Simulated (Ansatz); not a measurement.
A periodic structure is given below.

```
Zr S
1.0
     5.80508    0.00000    0.00000
    -2.90254    5.02734    0.00000
     0.00000    0.00000   10.46332
Zr S
9 6
Direct
  0.99461 0.66667 0.16667
  0.33333 0.32794 0.16667
  0.67206 0.00539 0.16667
  0.66127 0.00000 0.50000
  0.00000 0.66127 0.50000
  0.33873 0.33873 0.50000
  0.32794 0.33333 0.83333
  0.66667 0.99461 0.83333
  0.00539 0.67206 0.83333
  0.33333 0.66667 0.00164
  0.33333 0.66667 0.33169
  0.00000 0.00000 0.33498
  0.00000 0.00000 0.66502
  0.66667 0.33333 0.66831
  0.66667 0.33333 0.99836
```

**Work out the structure from the coordinates.**

Composition: Zr$_{3}$S$_{2}$. It is rhombohedral (trigonal R), space group R32 (No. 155). One cell contains 9 Zr, 6 S, 15 atoms in all. About every Zr there are four S at 2.61 to 2.62 Å. S is linked to six Zr in a trigonal prismatic arrangement at 2.61 to 2.62 Å. Not all metal-metal contacts are counted. The bonds build a three-dimensional framework.

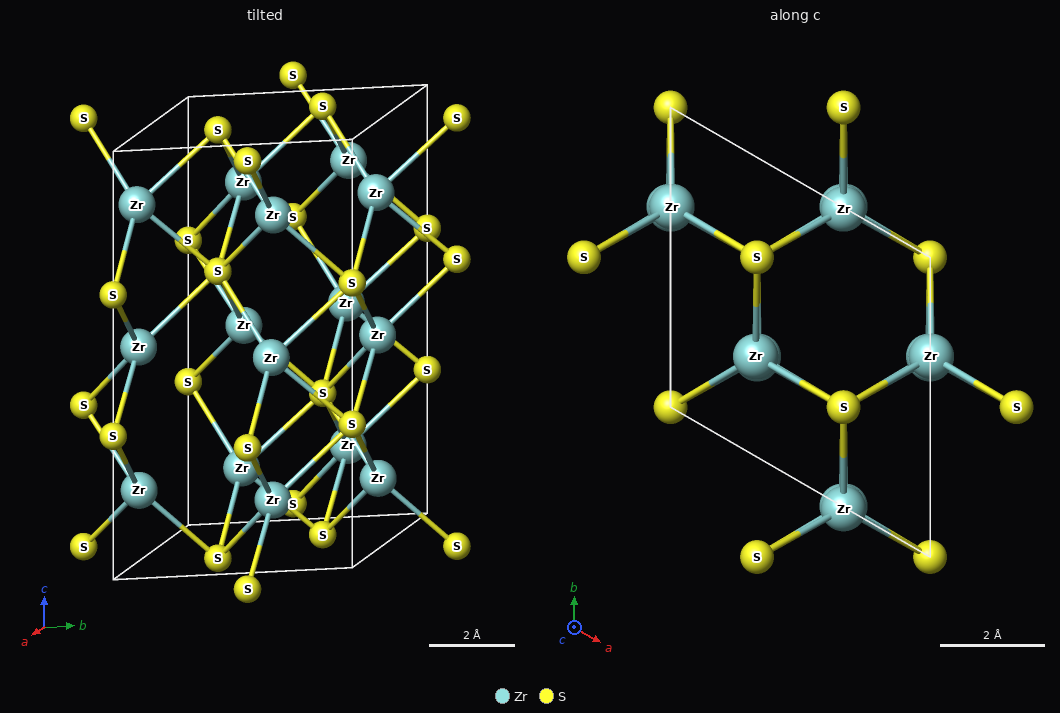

The crystal in a ball-and-stick representation, seen slightly off an axis and along the c axis. One conventional unit cell is framed, with atoms on its boundary repeated. Some atoms of the next cells are drawn as well. Colours: zirconium light teal, sulfur yellow.

Origin of the cell: a structure listed in the Materials Project. Earlier steps of the study may have refined or changed the cell and positions. Ansatz was used for an electronic-structure calculation on it.
